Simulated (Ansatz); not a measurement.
**Mo: a changed input and its effect**

System: Mo (Im-3m, 1 atom in the cell).
Method of run A: DFT PBE, scalar-relativistic, plane waves, PAW, no spin polarisation (Ansatz 0.2.0).

Text and figures count atoms from 1; the logs count them from 0 in places.

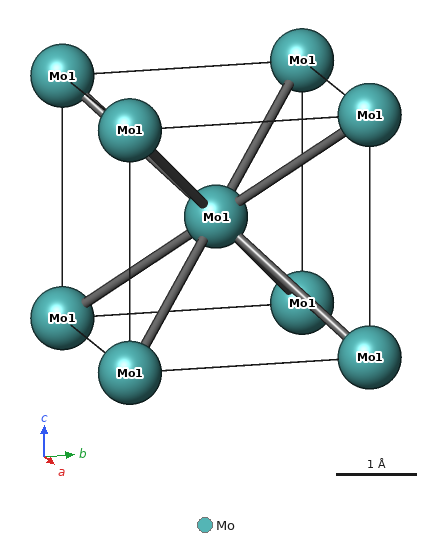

Figure 1. The structure as given in the input (ball-and-stick view of the cell 2 times as large as that of the calculation, set on its symmetry axes, seen slightly off an axis; atoms are numbered from 1 in the order of the input). Near neighbours in the crystal (not all of them lie inside the picture): Mo has 8 Mo at 2.73 Å.

**Input, run A**
```yaml
crystal:
  lattice:
    - [-1.575, 1.575, 1.575]
    - [1.575, -1.575, 1.575]
    - [1.575, 1.575, -1.575]
  atoms:
    - { symbol: Mo, position: [0.0, 0.0, 0.0] }
basis:
  ecutwfc: 420
  ecutrho_ratio: 4
kpoints:
  mp_grid: { grid: [18, 18, 18] }
hamiltonian:
  xc: pbe
scf:
  occupations: { method: gaussian, width: 0.05 }
output:
  forces: true
  stress: true
  eigenvalues: true
```

Hardware: 8 threads of an Arm (aarch64) CPU, shared host.

**Output, shortened to warnings, some set-up lines, iterations and results (run A)**
```
Basis set: ecut = 420 eV, 321 PW (Γ), exchange–correlation on 40×40×40 points (8 copies of the dense FFT grid, shifted against one another)
Symmetry: 48 space group operations
k-points: 195 of 5832
Initial density: superposition of atomic densities (neutral atoms: chi_scale 0, normalization atom), corrected by the library's trained network
[...]
SCF iter   1: F=—  HF=-4956.019220 eV  |F-HF|=—  |Δ(HF+E_count)|=         —  Δρ=2.85e-3  dr2=6.26e-4  ethr=1.77e-3  ⟨swp⟩=5.0  Hψ=12657  notcnv=0
SCF iter   2: F=—  HF=-4956.019152 eV  |F-HF|=—  |Δ(HF+E_count)|=   6.83e-5  Δρ=1.40e-3  dr2=1.14e-4  ethr=4.47e-6  ⟨swp⟩=2.7  Hψ=4801  notcnv=0
SCF iter   3: F=—  HF=-4956.019166 eV  |F-HF|=—  |Δ(HF+E_count)|=   1.38e-5  Δρ=2.99e-4  dr2=1.01e-5  ethr=8.12e-7  ⟨swp⟩=2.0  Hψ=3481  notcnv=0
SCF iter   4: F=—  HF=-4956.019165 eV  |F-HF|=—  |Δ(HF+E_count)|=   1.16e-6  Δρ=5.84e-5  dr2=1.83e-7  ethr=7.21e-8  ⟨swp⟩=2.2  Hψ=2799  notcnv=0
SCF iter   5: F=-4956.019165 eV  HF=-4956.019165 eV  |F-HF|=2.95e-8  |Δ(HF+E_count)|=   5.46e-9  Δρ=2.64e-5  dr2=4.12e-8  ethr=1.31e-9  ⟨swp⟩=2.0  Hψ=3491  notcnv=0
SCF iter   6: F=-4956.019165 eV  HF=-4956.019165 eV  |F-HF|=3.19e-9  |Δ(HF+E_count)|=   1.50e-8  Δρ=9.49e-6  dr2=4.70e-9  ethr=2.94e-10  ⟨swp⟩=2.2  Hψ=7501  notcnv=0
SCF 1 converged in 6 iterations: F = -4956.019165 eV  dr2 = 4.70e-9
SCF converged after 6 iterations
Free energy (F): -4956.019165 eV
Harris-Foulkes:  -4956.019165 eV  (|F-HF|=3.19e-9)
Internal energy: -4956.018507 eV  (E = F + TS)
E sigma→0 (E₀):  -4956.018836 eV
Entropy (-TS):   -0.000658 eV (-0.658 meV/atom)
Fermi energy:    21.122398 eV
--- Per-component energies (eV) ---
  E_band       = -54.773193
  E_kinetic    = 441.070341
  E_local      = -783.656122  (includes V_loc(G=0)·N_el)
  E_nonlocal   = 142.614541
  E_hartree    = 259.157594
  E_xc         = -183.643572
  E_vxc        = -229.218766  (∫ρ·V_xc dr)
  E_paw        = -3201.224884  (= ΣΔE_a)
  E_vpaw       = -143.896967  (= ΣTr[D̂ρ^β])
  E_aug_tail   = 0.000041  (compensation charges beyond the density's cutoff)
  E_ewald      = -1630.336446
  E_smearing   = -0.000658  (= −TS)
  E_closure    = 0.000000  (closes the sum)
  Σ components = -4956.019165   (vs F -4956.019165, Δ=0.00e0)
--- Forces (eV/Å), atoms counted from 1 ---
  atom   1  Mo    -0.00000000     0.00000000    -0.00000000
  max |Σ_I F_I| component: 5.34e-32 eV/Å
--- Stress (GPa, compression-positive) ---
        2.578576       0.000000       0.000000
        0.000000       2.578576      -0.000000
       -0.000000      -0.000000       2.578576
  P = ⅓ Tr σ = 2.5786 GPa (25.786 kbar)
```

The input of run B differs as follows (lines with − go, lines with + come):
```diff
-    - [-1.575, 1.575, 1.575]
-    - [1.575, -1.575, 1.575]
-    - [1.575, 1.575, -1.575]
+    - [-1.5801017721, 1.5801017721, 1.5801017721]
+    - [1.5801017721, -1.5801017721, 1.5801017721]
+    - [1.5801017721, 1.5801017721, -1.5801017721]
```

What does this change do to the results?

With the same functional and potentials, run B lies 1.2 meV per atom lower. The pressure goes from 2.58 to 0.00 GPa. The volume per atom goes from 15.63 to 15.78 Å³. The cell is scaled evenly with the atoms at fixed fractional positions, so −ΔP/Δ ln V estimates the bulk modulus midway between the two volumes: about 270 GPa. The number of SCF iterations is the same.

**Output, shortened to warnings, some set-up lines, iterations and results (run B)**
```
Basis set: ecut = 420 eV, 321 PW (Γ), exchange–correlation on 40×40×40 points (8 copies of the dense FFT grid, shifted against one another)
Symmetry: 48 space group operations
k-points: 195 of 5832
Initial density: superposition of atomic densities (neutral atoms: chi_scale 0, normalization atom), corrected by the library's trained network
[...]
SCF iter   1: F=—  HF=-4956.020404 eV  |F-HF|=—  |Δ(HF+E_count)|=         —  Δρ=2.73e-3  dr2=6.09e-4  ethr=1.77e-3  ⟨swp⟩=5.0  Hψ=12619  notcnv=0
SCF iter   2: F=—  HF=-4956.020368 eV  |F-HF|=—  |Δ(HF+E_count)|=   3.52e-5  Δρ=1.34e-3  dr2=1.08e-4  ethr=4.35e-6  ⟨swp⟩=2.7  Hψ=4920  notcnv=0
SCF iter   3: F=—  HF=-4956.020384 eV  |F-HF|=—  |Δ(HF+E_count)|=   1.58e-5  Δρ=2.99e-4  dr2=1.01e-5  ethr=7.72e-7  ⟨swp⟩=2.0  Hψ=3485  notcnv=0
SCF iter   4: F=—  HF=-4956.020383 eV  |F-HF|=—  |Δ(HF+E_count)|=   1.27e-6  Δρ=5.84e-5  dr2=1.88e-7  ethr=7.19e-8  ⟨swp⟩=2.0  Hψ=2640  notcnv=0
SCF iter   5: F=-4956.020383 eV  HF=-4956.020383 eV  |F-HF|=3.30e-8  |Δ(HF+E_count)|=   5.73e-9  Δρ=2.71e-5  dr2=4.51e-8  ethr=1.34e-9  ⟨swp⟩=2.0  Hψ=3491  notcnv=0
SCF iter   6: F=-4956.020383 eV  HF=-4956.020383 eV  |F-HF|=3.69e-9  |Δ(HF+E_count)|=   1.66e-8  Δρ=9.88e-6  dr2=5.28e-9  ethr=3.22e-10  ⟨swp⟩=2.3  Hψ=7567  notcnv=0
SCF 1 converged in 6 iterations: F = -4956.020383 eV  dr2 = 5.28e-9
SCF converged after 6 iterations
Free energy (F): -4956.020383 eV
Harris-Foulkes:  -4956.020383 eV  (|F-HF|=3.69e-9)
Internal energy: -4956.019697 eV  (E = F + TS)
E sigma→0 (E₀):  -4956.020040 eV
Entropy (-TS):   -0.000686 eV (-0.686 meV/atom)
Fermi energy:    20.881137 eV
--- Per-component energies (eV) ---
  E_band       = -57.953372
  E_kinetic    = 440.634532
  E_local      = -790.632502  (includes V_loc(G=0)·N_el)
  E_nonlocal   = 142.554779
  E_hartree    = 261.171268
  E_xc         = -183.495971
  E_vxc        = -229.018588  (∫ρ·V_xc dr)
  E_paw        = -3201.179366  (= ΣΔE_a)
  E_vpaw       = -143.832583  (= ΣTr[D̂ρ^β])
  E_aug_tail   = 0.000042  (compensation charges beyond the density's cutoff)
  E_ewald      = -1625.072478
  E_smearing   = -0.000686  (= −TS)
  E_closure    = 0.000000  (closes the sum)
  Σ components = -4956.020383   (vs F -4956.020383, Δ=0.00e0)
--- Forces (eV/Å), atoms counted from 1 ---
  atom   1  Mo     0.00000000     0.00000000    -0.00000000
  max |Σ_I F_I| component: 1.54e-32 eV/Å
--- Stress (GPa, compression-positive) ---
        0.001543       0.000000      -0.000000
       -0.000000       0.001543      -0.000000
        0.000000       0.000000       0.001543
  P = ⅓ Tr σ = 0.0015 GPa (0.015 kbar)
```

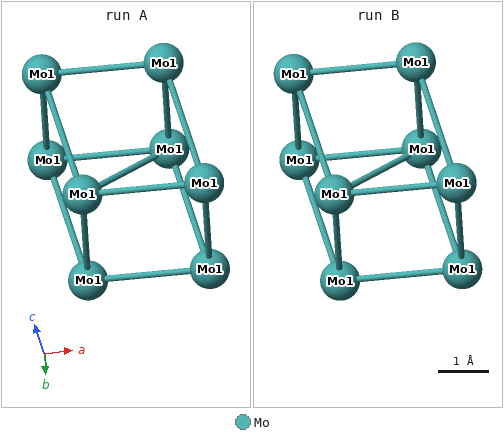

Figure 2. The two input geometries at one scale (ball-and-stick view of the cell of the calculation, seen at an oblique angle). No atom moves by more than 0.005 Å relative to the cell. The drawn cell changes as follows: a = b = c 2.728 → 2.737 Å (+0.3 %); the volume changes by +1.0 %. Among the contacts that change: Mo1–Mo1 2.728 → 2.737 Å.

**The two runs side by side**

| quantity | run A | run B |
| --- | --- | --- |
| outcome | converged | converged |
| free energy per atom (eV) | −4956.0192 | −4956.0204 |
| energy per atom, smearing taken to zero (eV) | −4956.0188 | −4956.0200 |
| gap on the mesh (eV) | 0.00 | 0.00 |
| pressure (GPa) | 2.58 | 0.00 |
| volume per atom (Å³) | 15.63 | 15.78 |
| largest force (eV/Å) | 0.000 | 0.000 |
| SCF iterations | 6 | 6 |
| irreducible k-points | 195 | 195 |
| plane waves at Γ | 321 | 321 |
| wall time (shared host) | 0.7 s | 0.74 s |
